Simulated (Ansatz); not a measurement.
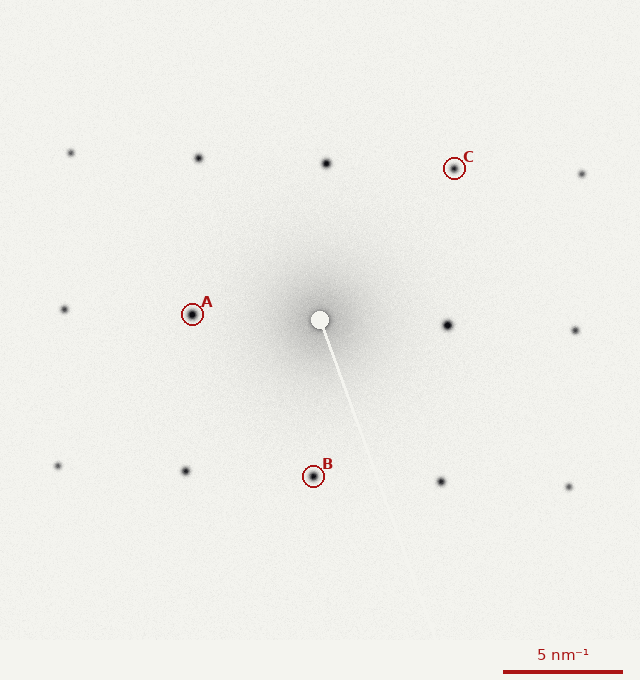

Simulated selected-area electron diffraction pattern (80 kV, kinematic approximation, thin crystal, B = 0.3 Å² for all atoms). The zone axis points towards the electron source and the pattern is seen from the source side.

W, space group Pm-3m (No. 221), a = 2.62 Å. Structure: the end point of a relaxation with DFT, r2SCAN, plane waves (500 eV) with PAW, scalar-relativistic (Ansatz 0.2.0); the starting structure was generated, so it need not be a known form of this composition.

Spot A is indexed 0 -1 1 and spot B 1 -1 -1.

Q: Give hkl for C.

A: C = −A − B = -1 2 0 (d = 1.173 Å).

Q: Give [uvw].

A: The cross product of A and B is parallel to [211]; every spot obeys hu + kv + lw = 0.
